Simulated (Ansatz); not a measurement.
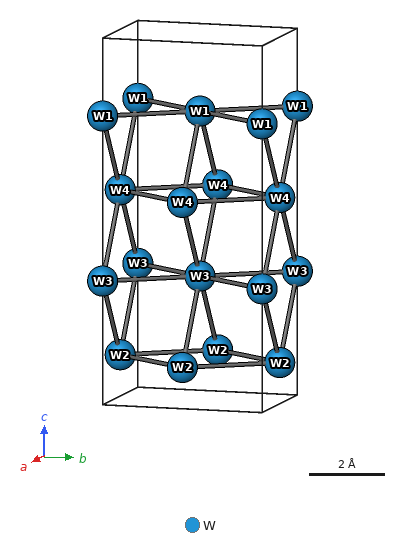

Figure 1. The structure as given in the input (ball-and-stick view of the cell 2 times as large as that of the calculation, set on its symmetry axes, seen slightly off an axis; atoms are numbered from 1 in the order of the input). Near neighbours in the crystal (not all of them lie inside the picture): W has 6 W at 2.76 Å; W has 8 W at 2.76 Å.

# What a change does: single-point calculation on W

System: W (Cmme, 4 atoms in the cell).
Method of run 1: DFT PBE, scalar-relativistic, plane waves, PAW, no spin polarisation (Ansatz 0.2.0).

The structure derives from an entry of the Crystallography Open Database. Text and figures count atoms from 1; the logs count them from 0 in places.

### Input file, run 1
```yaml
crystal:
  lattice:
    - [-1.5917793224, 1.5917793224, -1.5917793224]
    - [-1.5917793224, -1.5917793224, 1.5917793224]
    - [0.0, 7.0742240709, 7.0742240709]
  atoms:
    - { symbol: W, position: [0.0, 0.0, 0.7875390393] }
    - { symbol: W, position: [0.5, 0.5, 0.112505577] }
    - { symbol: W, position: [0.0, 0.0, 0.3375167311] }
    - { symbol: W, position: [0.5, 0.5, 0.5625278852] }
basis:
  ecutwfc: 420
kpoints:
  mp_grid: { grid: [22, 22, 7] }
hamiltonian:
  xc: pbe
scf:
  occupations: { method: gaussian, width: 0.15 }
output:
  forces: true
  stress: true
  eigenvalues: true
```

Launched with:
```bash
ansatz run input.yaml --threads 2 --pin off --max-ram 5120MiB --backend cpu --events-out ev --progress --plain --runs-dir out
```

Hardware: 2 threads of AMD EPYC (Zen 2), 12 GiB of memory available, shared host.

### Output, shortened to warnings, some set-up lines, iterations and results (run 1)
```
Basis set: ecut = 420 eV, 1439 PW (Γ), exchange–correlation on 40×40×144 points (8 copies of the dense FFT grid, shifted against one another)
Symmetry: 8 space group operations
k-points: 532 of 3388
Initial density: superposition of atomic densities (neutral atoms: chi_scale 0, normalization atom), corrected by the library's trained network
[...]
SCF iter   1: F=—  HF=-41537.687939 eV  |F-HF|=—  |Δ(HF+E_count)|=         —  Δρ=4.39e-3  dr2=2.15e-2  ethr=1.77e-3  ⟨swp⟩=4.6  Hψ=69599  notcnv=0
SCF iter   2: F=—  HF=-41537.686382 eV  |F-HF|=—  |Δ(HF+E_count)|=   1.56e-3  Δρ=2.52e-3  dr2=6.34e-3  ethr=3.83e-5  ⟨swp⟩=1.1  Hψ=22404  notcnv=0  defer=1
SCF iter   3: F=—  HF=-41537.685854 eV  |F-HF|=—  |Δ(HF+E_count)|=   5.28e-4  Δρ=3.12e-4  dr2=1.17e-4  ethr=1.13e-5  ⟨swp⟩=2.0  Hψ=21986  notcnv=0  defer=1
SCF iter   4: F=—  HF=-41537.685853 eV  |F-HF|=—  |Δ(HF+E_count)|=   1.65e-6  Δρ=6.72e-5  dr2=3.91e-6  ethr=2.08e-7  ⟨swp⟩=2.1  Hψ=23422  notcnv=0  defer=1
SCF iter   5: F=—  HF=-41537.685842 eV  |F-HF|=—  |Δ(HF+E_count)|=   1.04e-5  Δρ=1.22e-5  dr2=3.20e-7  ethr=6.98e-9  ⟨swp⟩=2.0  Hψ=24056  notcnv=0  defer=1
SCF iter   6: F=-41537.685842 eV  HF=-41537.685842 eV  |F-HF|=7.81e-9  |Δ(HF+E_count)|=   3.03e-9  Δρ=2.29e-6  dr2=1.07e-8  ethr=1.79e-10  ⟨swp⟩=7.5  Hψ=68890  notcnv=0
SCF 1 converged in 6 iterations: F = -41537.685842 eV  dr2 = 1.07e-8
SCF converged after 6 iterations
Free energy (F): -41537.685842 eV
Harris-Foulkes:  -41537.685842 eV  (|F-HF|=7.81e-9)
Internal energy: -41537.661454 eV  (E = F + TS)
E sigma→0 (E₀):  -41537.673648 eV
Entropy (-TS):   -0.024388 eV (-6.097 meV/atom)
Fermi energy:    19.554275 eV
--- Per-component energies (eV) ---
  E_band       = -489.913881
  E_kinetic    = 1788.581821
  E_local      = -3350.933642  (includes V_loc(G=0)·N_el)
  E_nonlocal   = 2.445125
  E_hartree    = 1258.945219
  E_xc         = -1062.930351
  E_vxc        = -948.779174  (∫ρ·V_xc dr)
  E_paw        = -34249.293775  (= ΣΔE_a)
  E_vpaw       = -499.122190  (= ΣTr[D̂ρ^β])
  E_aug_tail   = -0.000243  (compensation charges beyond the density's cutoff)
  E_ewald      = -5924.475607
  E_smearing   = -0.024388  (= −TS)
  E_closure    = 0.000000  (closes the sum)
  Σ components = -41537.685842   (vs F -41537.685842, Δ=0.00e0)
--- Forces (eV/Å), atoms counted from 1 ---
  atom   1  W      0.00000000     0.87901001     0.87901001
  atom   2  W      0.00000000    -0.87901001    -0.87901001
  atom   3  W      0.00000000    -0.28738871    -0.28738871
  atom   4  W      0.00000000     0.28738871     0.28738871
  max |Σ_I F_I| component: 5.55e-17 eV/Å
--- Stress (GPa, compression-positive) ---
       -9.245303       0.000000       0.000000
       -0.000000     -12.391222      -4.342882
        0.000000      -4.342882     -12.391222
  P = ⅓ Tr σ = -11.3426 GPa (-113.426 kbar)
```

The input of run 2 differs as follows (lines with − go, lines with + come):
```diff
-    - [0.0, 7.0742240709, 7.0742240709]
+    - [0.0, 6.1549852553, 6.1549852553]
-    - { symbol: W, position: [0.0, 0.0, 0.7875390393] }
-    - { symbol: W, position: [0.5, 0.5, 0.112505577] }
-    - { symbol: W, position: [0.0, 0.0, 0.3375167311] }
-    - { symbol: W, position: [0.5, 0.5, 0.5625278852] }
+    - { symbol: W, position: [0.0, 0.0, 0.9051569415] }
+    - { symbol: W, position: [0.5, 0.5, 0.1293081345] }
+    - { symbol: W, position: [0.0, 0.0, 0.3879244035] }
+    - { symbol: W, position: [0.5, 0.5, 0.6465406725] }
```

What does this change do to the results?

With the same functional and potentials, run 2 lies 272.8 meV per atom lower. The pressure goes from −11.34 to 14.26 GPa. The largest force goes from 1.243 to 3.755 eV/Å. The volume per atom goes from 17.92 to 15.60 Å³. The number of SCF iterations is the same. The plane waves at Γ go from 1439 to 1235.

### Output, shortened to warnings, some set-up lines, iterations and results (run 2)
```
Basis set: ecut = 420 eV, 1235 PW (Γ), exchange–correlation on 40×40×120 points (8 copies of the dense FFT grid, shifted against one another)
Symmetry: 8 space group operations
k-points: 532 of 3388
Initial density: superposition of atomic densities (neutral atoms: chi_scale 0, normalization atom), corrected by the library's trained network
[...]
SCF iter   1: F=—  HF=-41538.782083 eV  |F-HF|=—  |Δ(HF+E_count)|=         —  Δρ=4.00e-3  dr2=7.53e-2  ethr=1.77e-3  ⟨swp⟩=4.9  Hψ=70148  notcnv=0
SCF iter   2: F=—  HF=-41538.777905 eV  |F-HF|=—  |Δ(HF+E_count)|=   4.18e-3  Δρ=1.66e-3  dr2=1.09e-2  ethr=1.35e-4  ⟨swp⟩=1.0  Hψ=22344  notcnv=0  defer=1
SCF iter   3: F=—  HF=-41538.777235 eV  |F-HF|=—  |Δ(HF+E_count)|=   6.71e-4  Δρ=5.71e-4  dr2=6.91e-4  ethr=1.95e-5  ⟨swp⟩=1.3  Hψ=17744  notcnv=0  defer=1
SCF iter   4: F=—  HF=-41538.777133 eV  |F-HF|=—  |Δ(HF+E_count)|=   1.02e-4  Δρ=9.48e-5  dr2=3.01e-5  ethr=1.23e-6  ⟨swp⟩=2.0  Hψ=22993  notcnv=0  defer=1
SCF iter   5: F=—  HF=-41538.777113 eV  |F-HF|=—  |Δ(HF+E_count)|=   1.96e-5  Δρ=1.95e-5  dr2=1.95e-7  ethr=5.38e-8  ⟨swp⟩=2.1  Hψ=22268  notcnv=0  defer=1
SCF iter   6: F=-41538.777113 eV  HF=-41538.777113 eV  |F-HF|=1.26e-8  |Δ(HF+E_count)|=   1.22e-8  Δρ=3.17e-6  dr2=1.58e-8  ethr=1.79e-10  ⟨swp⟩=8.1  Hψ=72616  notcnv=0
SCF 1 converged in 6 iterations: F = -41538.777113 eV  dr2 = 1.58e-8
SCF converged after 6 iterations
Free energy (F): -41538.777113 eV
Harris-Foulkes:  -41538.777113 eV  (|F-HF|=1.26e-8)
Internal energy: -41538.754438 eV  (E = F + TS)
E sigma→0 (E₀):  -41538.765776 eV
Entropy (-TS):   -0.022675 eV (-5.669 meV/atom)
Fermi energy:    23.056125 eV
--- Per-component energies (eV) ---
  E_band       = -303.046727
  E_kinetic    = 1806.787406
  E_local      = -2408.204462  (includes V_loc(G=0)·N_el)
  E_nonlocal   = 2.474884
  E_hartree    = 877.298153
  E_xc         = -1070.070809
  E_vxc        = -958.223718  (∫ρ·V_xc dr)
  E_paw        = -34250.506277  (= ΣΔE_a)
  E_vpaw       = -500.475837  (= ΣTr[D̂ρ^β])
  E_aug_tail   = -0.000246  (compensation charges beyond the density's cutoff)
  E_ewald      = -6496.533088
  E_smearing   = -0.022675  (= −TS)
  E_closure    = -0.000000  (closes the sum)
  Σ components = -41538.777113   (vs F -41538.777113, Δ=0.00e0)
--- Forces (eV/Å), atoms counted from 1 ---
  atom   1  W      0.00000000    -2.65490954    -2.65490954
  atom   2  W      0.00000000     2.65490954     2.65490954
  atom   3  W      0.00000000     0.12341593     0.12341593
  atom   4  W      0.00000000    -0.12341593    -0.12341593
  max |Σ_I F_I| component: 1.39e-17 eV/Å
--- Stress (GPa, compression-positive) ---
       10.389609      -0.000000       0.000000
        0.000000      16.198693       6.108584
        0.000000       6.108584      16.198693
  P = ⅓ Tr σ = 14.2623 GPa (142.623 kbar)
```

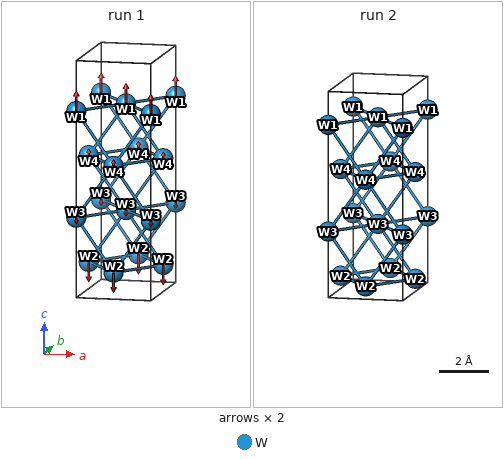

Figure 2. The two input geometries at one scale (ball-and-stick view of the cell 2 times as large as that of the calculation, set on its symmetry axes, seen slightly off an axis). The red arrows on the first give the shifts of the atoms relative to the cell, with their mean removed, magnified 2 times. The largest moves relative to the cell, 0.44 Å, are those of W1 and W2. (The mean shift of all atoms is removed.) Cell: a stays at 3.184 Å, b stays at 4.502 Å, c 10.004 → 8.704 Å (−13.0 %). Volume −13.0 %. Among the contacts that change: W1–W2 3.620 → 2.518 Å.

### The two runs side by side

```tsv
quantity	run 1	run 2
outcome	converged	converged
free energy per atom (eV)	−10384.4215	−10384.6943
energy per atom, smearing taken to zero (eV)	−10384.4184	−10384.6914
gap on the mesh (eV)	0.00	0.00
pressure (GPa)	−11.34	14.26
volume per atom (Å³)	17.92	15.60
largest force (eV/Å)	1.243	3.755
SCF iterations	6	6
irreducible k-points	532	532
plane waves at Γ	1439	1235
wall time (shared host)	19 s	16 s
```

For both runs: Spin–orbit coupling is left out, which matters for W. For run 1: The cell is under a tension of 11.3 GPa at this level, so it is not at its equilibrium volume. For run 2: The cell is under a pressure of 14.3 GPa at this level, so it is not at its equilibrium volume.
